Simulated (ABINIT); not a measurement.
**BAs: geometry relaxation (part 2 of 2)**

BAs (2 atoms in the cell); Kohn-Sham DFT of a periodic cell, PBE, JTH PAW PBE v2.0, no spin polarisation (ABINIT 10.8.3); cutoff 408.17 eV, 8×8×8 k-mesh, fermi-dirac of 0.05 eV. The structure derives from an entry of the Crystallography Open Database.

Geometry of the input (Å; fractional positions):
```
0.0000  2.3885  2.3885
2.3885  0.0000  2.3885
2.3885  2.3885  0.0000
As 0.7500  0.7500  0.7500
B  0.0000  0.0000  0.0000
```

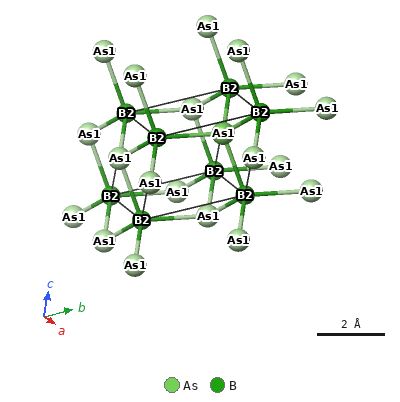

*The geometry at step 2 of the log (ball-and-stick view of the cell of the calculation, seen slightly off an axis; neighbours outside the cell are drawn fainter; atoms are numbered from 1 in the order of the input).*

### The program's output, continued
```
--- !ResultsGS
iteration_state: {dtset: 1, itime: 2, icycle: 1, }
comment   : Summary of ground state results
lattice_vectors:
- [  0.0000000,   4.5269951,   4.5269951, ]
- [  4.5269951,   0.0000000,   4.5269951, ]
- [  4.5269951,   4.5269951,   0.0000000, ]
lattice_lengths: [   6.40214,    6.40214,    6.40214, ]
lattice_angles: [ 60.000,  60.000,  60.000, ] # degrees, (23, 13, 12)
lattice_volume:   1.8554962E+02
convergence: {deltae:  2.359E-12, res2:  9.937E-12, residm:  4.002E-12, diffor: null, }
etotal    :  -1.16732803E+02
entropy   :   0.00000000E+00
fermie    :   2.77318081E-01
cartesian_stress_tensor: # hartree/bohr^3
- [ -5.64330391E-05,   0.00000000E+00,   0.00000000E+00, ]
- [  0.00000000E+00,  -5.64330391E-05,   0.00000000E+00, ]
- [  0.00000000E+00,   0.00000000E+00,  -5.64330391E-05, ]
pressure_GPa:   1.6603E+00
xred      :
- [  7.5000E-01,   7.5000E-01,   7.5000E-01, As]
- [ -7.7443E-32,  -7.7443E-32,   1.2907E-31,  B]
cartesian_forces: # hartree/bohr
- [ -9.29371044E-31,  -9.29371044E-31,   2.78811313E-30, ]
- [  9.29371044E-31,   9.29371044E-31,  -2.78811313E-30, ]
force_length_stats: {min:   3.08237505E-30, max:   3.08237505E-30, mean:   3.08237505E-30, }
...

 Integrated electronic density in atomic spheres:
 ------------------------------------------------
 Atom  Sphere_radius  Integrated_density
    1        2.10392         12.80716181
    2        1.70617          1.75624307

---OUTPUT-----------------------------------------------------------------------

 Cartesian coordinates (xcart) [bohr]
  6.79049264592167E+00  6.79049264592167E+00  6.79049264592167E+00
  2.33722739998533E-31  2.33722739998533E-31 -7.01168219995599E-31
 Reduced coordinates (xred)
  7.50000000000000E-01  7.50000000000000E-01  7.50000000000000E-01
 -7.74430063351202E-32 -7.74430063351202E-32  1.29071677225200E-31
 Cartesian forces (fcart) [Ha/bohr]; max,rms= 2.78811E-30 1.77961E-30 (free atoms)
 -9.29371044317142E-31 -9.29371044317142E-31  2.78811313295143E-30
  9.29371044317142E-31  9.29371044317142E-31 -2.78811313295143E-30
 Gradient of E wrt nuclear positions in reduced coordinates (gred)
 -8.41451632235746E-30 -8.41451632235746E-30  8.41451632235746E-30
  8.41451632235746E-30  8.41451632235746E-30 -8.41451632235746E-30
 Scale of Primitive Cell (acell) [bohr]
  6.40213786337146E+00  6.40213786337146E+00  6.40213786337146E+00
 Real space primitive translations (rprimd) [bohr]
  0.00000000000000E+00  4.52699509728111E+00  4.52699509728111E+00
  4.52699509728111E+00  0.00000000000000E+00  4.52699509728111E+00
  4.52699509728111E+00  4.52699509728111E+00  0.00000000000000E+00
 Unitary Cell Volume (ucvol) [Bohr^3]=  1.85549619516699E+02
 Angles (23,13,12)= [degrees]
  6.00000000000000E+01  6.00000000000000E+01  6.00000000000000E+01
 Lengths [Bohr]
  6.40213786337146E+00  6.40213786337146E+00  6.40213786337146E+00
 Stress tensor in cartesian coordinates (strten) [Ha/bohr^3]
 -5.64330391402568E-05  0.00000000000000E+00  0.00000000000000E+00
  0.00000000000000E+00 -5.64330391402568E-05  0.00000000000000E+00
  0.00000000000000E+00  0.00000000000000E+00 -5.64330391402586E-05
 Total energy (etotal) [Ha]= -1.16732803326756E+02

 Difference of energy with previous step (new-old):
           Absolute (Ha)=-1.27136E-04
           Relative     =-1.08912E-06

--- Iteration: ( 3/50) Internal Cycle: (1/1)
--------------------------------------------------------------------------------

---SELF-CONSISTENT-FIELD CONVERGENCE--------------------------------------------

--- !BeginCycle
iteration_state: {dtset: 1, itime: 3, icycle: 1, }
solver: {iscf: 17, nstep: 80, nline: 4, wfoptalg: 10, }
tolerances: {tolvrs: 1.00E-10, }
...

     iter   Etot(hartree)      deltaE(h)  residm     nres2
 ETOT  1  -116.73555929334    -1.167E+02 1.487E-04 5.022E-01
 ETOT  2  -116.73311726353     2.442E-03 3.456E-05 2.321E-02
 ETOT  3  -116.73288577265     2.315E-04 2.548E-05 7.649E-03
 ETOT  4  -116.73286397791     2.179E-05 2.704E-05 3.355E-04
 ETOT  5  -116.73286735212    -3.374E-06 2.721E-06 4.833E-05
 ETOT  6  -116.73286767263    -3.205E-07 7.415E-08 7.276E-06
 ETOT  7  -116.73286774554    -7.291E-08 5.102E-09 1.470E-06
 ETOT  8  -116.73286774861    -3.073E-09 3.069E-09 5.584E-08
 ETOT  9  -116.73286774910    -4.880E-10 6.174E-10 2.818E-09
 ETOT 10  -116.73286774912    -2.160E-11 2.970E-11 1.463E-09
 ETOT 11  -116.73286774912     3.197E-12 8.944E-12 2.362E-11

 At SCF step   11       nres2   =  2.36E-11 < tolvrs=  1.00E-10 =>converged.

 Cartesian components of stress tensor (hartree/bohr^3)
  sigma(1 1)= -1.42530318E-06  sigma(3 2)=  0.00000000E+00
  sigma(2 2)= -1.42530318E-06  sigma(3 1)=  0.00000000E+00
  sigma(3 3)= -1.42530318E-06  sigma(2 1)=  0.00000000E+00

--- !ResultsGS
iteration_state: {dtset: 1, itime: 3, icycle: 1, }
comment   : Summary of ground state results
lattice_vectors:
- [  0.0000000,   4.5451795,   4.5451795, ]
- [  4.5451795,   0.0000000,   4.5451795, ]
- [  4.5451795,   4.5451795,   0.0000000, ]
lattice_lengths: [   6.42785,    6.42785,    6.42785, ]
lattice_angles: [ 60.000,  60.000,  60.000, ] # degrees, (23, 13, 12)
lattice_volume:   1.8779460E+02
convergence: {deltae:  3.197E-12, res2:  2.362E-11, residm:  8.944E-12, diffor: null, }
etotal    :  -1.16732868E+02
entropy   :   0.00000000E+00
fermie    :   2.72323293E-01
cartesian_stress_tensor: # hartree/bohr^3
- [ -1.42530318E-06,   0.00000000E+00,   0.00000000E+00, ]
- [  0.00000000E+00,  -1.42530318E-06,   0.00000000E+00, ]
- [  0.00000000E+00,   0.00000000E+00,  -1.42530318E-06, ]
pressure_GPa:   4.1934E-02
xred      :
- [  7.5000E-01,   7.5000E-01,   7.5000E-01, As]
- [ -8.0808E-31,  -8.0808E-31,   1.3468E-30,  B]
cartesian_forces: # hartree/bohr
- [ -9.25652816E-31,  -9.25652816E-31,   2.77695845E-30, ]
- [  9.25652816E-31,   9.25652816E-31,  -2.77695845E-30, ]
force_length_stats: {min:   3.07004308E-30, max:   3.07004308E-30, mean:   3.07004308E-30, }
...

 Integrated electronic density in atomic spheres:
 ------------------------------------------------
 Atom  Sphere_radius  Integrated_density
    1        2.10392         12.78301134
    2        1.70617          1.74650938

---OUTPUT-----------------------------------------------------------------------

 Cartesian coordinates (xcart) [bohr]
  6.81776918124183E+00  6.81776918124183E+00  6.81776918124183E+00
  2.44858897793032E-30  2.44858897793032E-30 -7.34576693379096E-30
 Reduced coordinates (xred)
  7.50000000000000E-01  7.50000000000000E-01  7.50000000000000E-01
 -8.08083267984693E-31 -8.08083267984693E-31  1.34680544664115E-30
 Cartesian forces (fcart) [Ha/bohr]; max,rms= 2.77696E-30 1.77249E-30 (free atoms)
 -9.25652816045995E-31 -9.25652816045995E-31  2.77695844813798E-30
  9.25652816045995E-31  9.25652816045995E-31 -2.77695844813798E-30
 Gradient of E wrt nuclear positions in reduced coordinates (gred)
 -8.41451632235746E-30 -8.41451632235746E-30  8.41451632235746E-30
  8.41451632235746E-30  8.41451632235746E-30 -8.41451632235746E-30
 Scale of Primitive Cell (acell) [bohr]
  6.42785442749434E+00  6.42785442749434E+00  6.42785442749434E+00
 Real space primitive translations (rprimd) [bohr]
  0.00000000000000E+00  4.54517945416122E+00  4.54517945416122E+00
  4.54517945416122E+00  0.00000000000000E+00  4.54517945416122E+00
  4.54517945416122E+00  4.54517945416122E+00  0.00000000000000E+00
 Unitary Cell Volume (ucvol) [Bohr^3]=  1.87794600062777E+02
 Angles (23,13,12)= [degrees]
  6.00000000000000E+01  6.00000000000000E+01  6.00000000000000E+01
 Lengths [Bohr]
  6.42785442749434E+00  6.42785442749434E+00  6.42785442749434E+00
 Stress tensor in cartesian coordinates (strten) [Ha/bohr^3]
 -1.42530317927964E-06  0.00000000000000E+00  0.00000000000000E+00
  0.00000000000000E+00 -1.42530317927964E-06  0.00000000000000E+00
  0.00000000000000E+00  0.00000000000000E+00 -1.42530317928137E-06
 Total energy (etotal) [Ha]= -1.16732867749117E+02

 Difference of energy with previous step (new-old):
           Absolute (Ha)=-6.44224E-05
           Relative     =-5.51879E-07

--- Iteration: ( 4/50) Internal Cycle: (1/1)
--------------------------------------------------------------------------------

---SELF-CONSISTENT-FIELD CONVERGENCE--------------------------------------------

--- !BeginCycle
iteration_state: {dtset: 1, itime: 4, icycle: 1, }
solver: {iscf: 17, nstep: 80, nline: 4, wfoptalg: 10, }
tolerances: {tolvrs: 1.00E-10, }
...

     iter   Etot(hartree)      deltaE(h)  residm     nres2
 ETOT  1  -116.73286960455    -1.167E+02 9.763E-07 3.403E-04
 ETOT  2  -116.73286796110     1.643E-06 2.384E-08 1.629E-05
 ETOT  3  -116.73286780431     1.568E-07 1.442E-08 5.151E-06
 ETOT  4  -116.73286778946     1.485E-08 1.821E-08 2.158E-07
 ETOT  5  -116.73286779169    -2.232E-09 1.333E-09 2.967E-08
 ETOT  6  -116.73286779192    -2.242E-10 4.208E-11 4.431E-09
 ETOT  7  -116.73286779196    -4.835E-11 3.218E-12 8.401E-10
 ETOT  8  -116.73286779197    -2.487E-12 1.983E-12 3.241E-11

 At SCF step    8       nres2   =  3.24E-11 < tolvrs=  1.00E-10 =>converged.

 Cartesian components of stress tensor (hartree/bohr^3)
  sigma(1 1)=  2.21802091E-09  sigma(3 2)=  0.00000000E+00
  sigma(2 2)=  2.21802091E-09  sigma(3 1)=  0.00000000E+00
  sigma(3 3)=  2.21802091E-09  sigma(2 1)=  0.00000000E+00

--- !ResultsGS
iteration_state: {dtset: 1, itime: 4, icycle: 1, }
comment   : Summary of ground state results
lattice_vectors:
- [  0.0000000,   4.5456565,   4.5456565, ]
- [  4.5456565,   0.0000000,   4.5456565, ]
- [  4.5456565,   4.5456565,   0.0000000, ]
lattice_lengths: [   6.42853,    6.42853,    6.42853, ]
lattice_angles: [ 60.000,  60.000,  60.000, ] # degrees, (23, 13, 12)
lattice_volume:   1.8785373E+02
convergence: {deltae: -2.487E-12, res2:  3.241E-11, residm:  1.983E-12, diffor: null, }
etotal    :  -1.16732868E+02
entropy   :   0.00000000E+00
fermie    :   2.72193215E-01
cartesian_stress_tensor: # hartree/bohr^3
- [  2.21802091E-09,   0.00000000E+00,   0.00000000E+00, ]
- [  0.00000000E+00,   2.21802091E-09,   0.00000000E+00, ]
- [  0.00000000E+00,   0.00000000E+00,   2.21802091E-09, ]
pressure_GPa:  -6.5256E-05
xred      :
- [  7.5000E-01,   7.5000E-01,   7.5000E-01, As]
- [ -1.1370E-30,  -1.1370E-30,   1.8950E-30,  B]
cartesian_forces: # hartree/bohr
- [  6.94166758E-31,   6.94166758E-31,  -2.08250027E-30, ]
- [ -6.94166758E-31,  -6.94166758E-31,   2.08250027E-30, ]
force_length_stats: {min:   2.30229068E-30, max:   2.30229068E-30, mean:   2.30229068E-30, }
...

 Integrated electronic density in atomic spheres:
 ------------------------------------------------
 Atom  Sphere_radius  Integrated_density
    1        2.10392         12.78346949
    2        1.70617          1.74658018

---OUTPUT-----------------------------------------------------------------------

 Cartesian coordinates (xcart) [bohr]
  6.81848471790756E+00  6.81848471790756E+00  6.81848471790756E+00
  3.44567411876956E-30  3.44567411876956E-30 -1.03370223563087E-29
 Reduced coordinates (xred)
  7.50000000000000E-01  7.50000000000000E-01  7.50000000000000E-01
 -1.13702194666070E-30 -1.13702194666070E-30  1.89503657776784E-30
 Cartesian forces (fcart) [Ha/bohr]; max,rms= 2.08250E-30 1.32923E-30 (free atoms)
  6.94166758032798E-31  6.94166758032798E-31 -2.08250027409839E-30
 -6.94166758032798E-31 -6.94166758032798E-31  2.08250027409839E-30
 Gradient of E wrt nuclear positions in reduced coordinates (gred)
  6.31088724176809E-30  6.31088724176809E-30 -6.31088724176809E-30
 -6.31088724176809E-30 -6.31088724176809E-30  6.31088724176809E-30
 Scale of Primitive Cell (acell) [bohr]
  6.42852904193238E+00  6.42852904193238E+00  6.42852904193238E+00
 Real space primitive translations (rprimd) [bohr]
  0.00000000000000E+00  4.54565647860504E+00  4.54565647860504E+00
  4.54565647860504E+00  0.00000000000000E+00  4.54565647860504E+00
  4.54565647860504E+00  4.54565647860504E+00  0.00000000000000E+00
 Unitary Cell Volume (ucvol) [Bohr^3]=  1.87853734372696E+02
 Angles (23,13,12)= [degrees]
  6.00000000000000E+01  6.00000000000000E+01  6.00000000000000E+01
 Lengths [Bohr]
  6.42852904193238E+00  6.42852904193238E+00  6.42852904193238E+00
 Stress tensor in cartesian coordinates (strten) [Ha/bohr^3]
  2.21802091103507E-09  0.00000000000000E+00  0.00000000000000E+00
  0.00000000000000E+00  2.21802091450451E-09  0.00000000000000E+00
  0.00000000000000E+00  0.00000000000000E+00  2.21802091450451E-09
 Total energy (etotal) [Ha]= -1.16732867791967E+02

 Difference of energy with previous step (new-old):
           Absolute (Ha)=-4.28503E-08
           Relative     =-3.67080E-10

 At Broyd/MD step   4, gradients are converged :
  max grad (force/stress) = 2.2180E-07 < tolmxf= 2.0000E-05 ha/bohr (free atoms)

================================================================================

 ----iterations are completed or convergence reached----

 Mean square residual over all n,k,spin=   26.758E-14; max=  19.833E-13
 reduced coordinates (array xred) for    2 atoms
       0.750000000000      0.750000000000      0.750000000000
      -0.000000000000     -0.000000000000      0.000000000000
 rms dE/dt=  1.2266E-29; max dE/dt=  1.6829E-29; dE/dt below (all hartree)
    1       0.000000000000      0.000000000000     -0.000000000000
    2       0.000000000000      0.000000000000     -0.000000000000

 cartesian coordinates (angstrom) at end:
    1      3.60818672315922     3.60818672315922     3.60818672315922
    2      0.00000000000000     0.00000000000000    -0.00000000000000

 cartesian forces (hartree/bohr) at end:
    1      0.00000000000000     0.00000000000000    -0.00000000000000
    2     -0.00000000000000    -0.00000000000000     0.00000000000000
 frms,max,avg= 1.3292281E-30 2.0825003E-30   0.000E+00  0.000E+00  0.000E+00 h/b

 cartesian forces (eV/Angstrom) at end:
    1      0.00000000000000     0.00000000000000    -0.00000000000000
    2     -0.00000000000000    -0.00000000000000     0.00000000000000
 frms,max,avg= 6.8351659E-29 1.0708647E-28   0.000E+00  0.000E+00  0.000E+00 e/A
 length scales=  6.428529041932  6.428529041932  6.428529041932 bohr
              =  3.401831066311  3.401831066311  3.401831066311 angstroms
 Fermi (or HOMO) energy (hartree) =   0.27219   Average Vxc (hartree)=  -0.38029
 Eigenvalues (hartree) for nkpt=  29  k points:
 kpt#   1, nband= 13, wtk=  0.00195, kpt=  0.0000  0.0000  0.0000 (reduced coord)
  -1.06398   -1.06398   -1.06398   -1.06337   -1.06337   -0.30854    0.25054    0.25054
   0.25054    0.36987    0.36987    0.36987    0.41185
      occupation numbers for kpt#   1
   2.00000    2.00000    2.00000    2.00000    2.00000    2.00000    1.99998    1.99998
   1.99998    0.00000    0.00000    0.00000    0.00000
 prteigrs : prtvol=0 or 1, do not print more k-points.

--- !EnergyTerms
iteration_state     : {dtset: 1, itime: 4, icycle: 1, }
comment             : Components of total free energy in Hartree
kinetic             :  5.65884755826002E+00
hartree             :  3.35495787425942E+01
xc                  : -3.27528917149551E+00
Ewald energy        : -6.29739603088385E+01
psp_core            :  2.64750270944805E+00
local_psp           : -9.07860406349911E+01
PAW spherical_terms : -1.55350426916971E+00
internal            : -1.16732865374193E+02
'-kT*entropy'       : -4.32230188090016E-09
total_energy        : -1.16732865378515E+02
total_energy_eV     : -3.17646308741487E+03
...

--- !EnergyTermsDC
iteration_state     : {dtset: 1, itime: 4, icycle: 1, }
comment             : '"Double-counting" decomposition of free energy'
band_energy         : -1.05381508707712E+01
Ewald energy        : -6.29739603088385E+01
psp_core            :  2.64750270944805E+00
xc_dc               : -3.26396569867682E+01
PAW spherical_terms : -1.32286023307147E+01
internal            : -1.16732867787645E+02
'-kT*entropy'       : -4.32230188090016E-09
total_energy_dc     : -1.16732867791967E+02
total_energy_dc_eV  : -3.17646315308825E+03
...

--- !EnergyTermsWithPAWCore
iteration_state     : {dtset: 1, itime: 4, icycle: 1, }
comment             : 'Components of total free energy, including PAW core contributions'
Total energy        : -2.28582873462541E+03
Total energy DC     : -2.28582873703886E+03
Total energy (eV)   : -6.22005685900540E+04
Total energy DC (eV): -6.22005686557274E+04
...

 Cartesian components of stress tensor (hartree/bohr^3)
  sigma(1 1)=  2.21802091E-09  sigma(3 2)=  0.00000000E+00
  sigma(2 2)=  2.21802091E-09  sigma(3 1)=  0.00000000E+00
  sigma(3 3)=  2.21802091E-09  sigma(2 1)=  0.00000000E+00

-Cartesian components of stress tensor (GPa)         [Pressure= -6.5256E-05 GPa]
- sigma(1 1)=  6.52564282E-05  sigma(3 2)=  0.00000000E+00
- sigma(2 2)=  6.52564283E-05  sigma(3 1)=  0.00000000E+00
- sigma(3 3)=  6.52564283E-05  sigma(2 1)=  0.00000000E+00

== END DATASET(S) ==============================================================
================================================================================

 -outvars: echo values of variables after computation  --------
            acell      6.4285290419E+00  6.4285290419E+00  6.4285290419E+00 Bohr
           etotal     -1.1673286779E+02
            fcart      6.9416675803E-31  6.9416675803E-31 -2.0825002741E-30
                      -6.9416675803E-31 -6.9416675803E-31  2.0825002741E-30
            rprim      0.0000000000E+00  7.0710678119E-01  7.0710678119E-01
                       7.0710678119E-01  0.0000000000E+00  7.0710678119E-01
                       7.0710678119E-01  7.0710678119E-01  0.0000000000E+00
           strten      2.2180209110E-09  2.2180209145E-09  2.2180209145E-09
                       0.0000000000E+00  0.0000000000E+00  0.0000000000E+00
           xangst      3.6081867232E+00  3.6081867232E+00  3.6081867232E+00
                       1.8233722186E-30  1.8233722186E-30 -5.4701166558E-30
             xred      7.5000000000E-01  7.5000000000E-01  7.5000000000E-01
                      -1.1370219467E-30 -1.1370219467E-30  1.8950365778E-30
 Calculation completed.
```

### Trajectory as extended XYZ (Å, eV, eV/Å), 4 frames, from step=0 to step=3
```
2
Lattice="0.0000 2.3885 2.3885 2.3885 0.0000 2.3885 2.3885 2.3885 0.0000" Properties=species:S:1:pos:R:3:forces:R:3 step=0 energy=-3176.45794
As    3.5827    3.5827    3.5827    0.0000   0.0000   0.0000
B     0.0000    0.0000    0.0000    0.0000   0.0000   0.0000
2
Lattice="0.0000 2.3956 2.3956 2.3956 0.0000 2.3956 2.3956 2.3956 0.0000" Properties=species:S:1:pos:R:3:forces:R:3 step=1 energy=-3176.46140
As    3.5934    3.5934    3.5934    0.0000   0.0000   0.0000
B     0.0000    0.0000    0.0000    0.0000   0.0000   0.0000
2
Lattice="0.0000 2.4052 2.4052 2.4052 0.0000 2.4052 2.4052 2.4052 0.0000" Properties=species:S:1:pos:R:3:forces:R:3 step=2 energy=-3176.46315
As    3.6078    3.6078    3.6078    0.0000   0.0000   0.0000
B     0.0000    0.0000    0.0000    0.0000   0.0000   0.0000
2
Lattice="0.0000 2.4055 2.4055 2.4055 0.0000 2.4055 2.4055 2.4055 0.0000" Properties=species:S:1:pos:R:3:forces:R:3 step=3 energy=-3176.46315
As    3.6082    3.6082    3.6082    0.0000   0.0000   0.0000
B     0.0000    0.0000    0.0000    0.0000   0.0000   0.0000
```

### Summary

| quantity | value |
| --- | --- |
| outcome | converged |
| space group (tolerance 0.01 Å) | F-43m (216) |
| electrons treated | 18 |
| free energy | −3176.4632 eV |
| Fermi energy | 7.407 eV |
| gap on the k-point mesh | 1.21 eV |
| pressure | 0.00 GPa |
| final volume | 27.84 Å³ |
| largest force (length of the vector) at the end | under 0.001 eV/Å |
| final cell | a = 3.402 Å, b = 3.402 Å, c = 3.402 Å, α = 60.00°, β = 60.00°, γ = 60.00° |
| hardware | 1 thread of Arm Neoverse V2, 24 GiB of memory available, shared host |
| wall time | 31 s |
| peak memory | 0.1 GiB |
